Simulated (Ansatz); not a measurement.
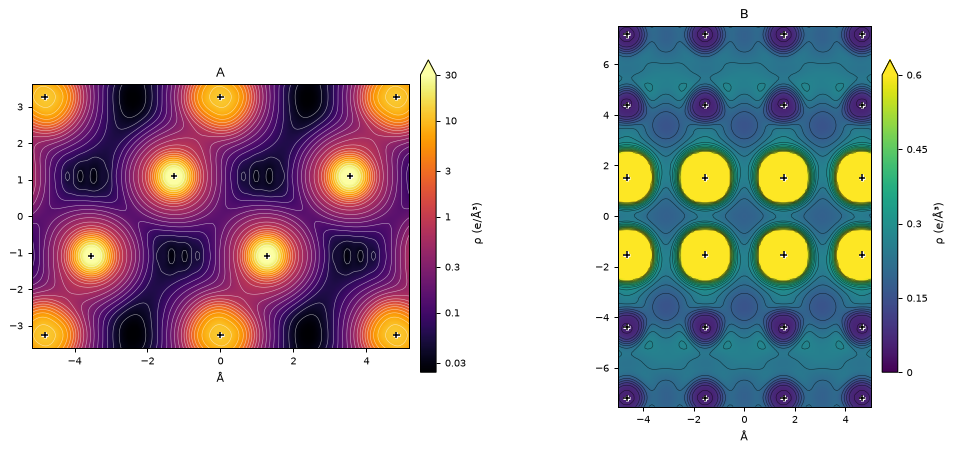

The valence pseudo-density of 2 systems, each on a plane through atoms (crosses mark nuclei in the plane).

The calculation used DFT r2SCAN, scalar-relativistic, plane waves, PAW (Ansatz).

System 1: Al$_{3}$Ru$_{2}$, the (100) plane of the conventional cell. Space group I4/mmm; a structure from a database of computed crystals, not necessarily the ambient phase; computed pressure about −4 GPa in this cell; computed without spin polarisation.

```
CELL_PARAMETERS angstrom
3.10156 0.00000 0.00000
0.00000 3.10156 0.00000
0.00000 0.00000 14.35958
ATOMIC_POSITIONS crystal
Al 0.00000 0.00000 0.00000
Al 0.50000 0.50000 0.50000
Al 0.50000 0.50000 0.30611
Al 0.00000 0.00000 0.80611
Al 0.00000 0.00000 0.19389
Al 0.50000 0.50000 0.69389
Ru 0.50000 0.50000 0.10599
Ru 0.00000 0.00000 0.60599
Ru 0.00000 0.00000 0.39401
Ru 0.50000 0.50000 0.89401
```

System 2: PtSe$_{2}$, the (110) plane of the conventional cell. Space group P-3m1.

```yaml
crystal:
  lattice:
    - [3.77170, 0.00000, 0.00000]
    - [-1.88585, 3.26639, 0.00000]
    - [0.00000, 0.00000, 4.82183]
  atoms:
    - { symbol: Pt, position: [0.00000, 0.00000, 0.00000] }
    - { symbol: Se, position: [0.33333, 0.66667, 0.26554] }
    - { symbol: Se, position: [0.66667, 0.33333, 0.73446] }
```

> Match each panel to its system.

Panel A is system 2, PtSe$_{2}$: the plane holds Pt and Se. Pt–Se (2.53 Å): the density is about 0.57 e/Å³ at the midpoint. Panel B is system 1, Al$_{3}$Ru$_{2}$: the plane holds Al and Ru.
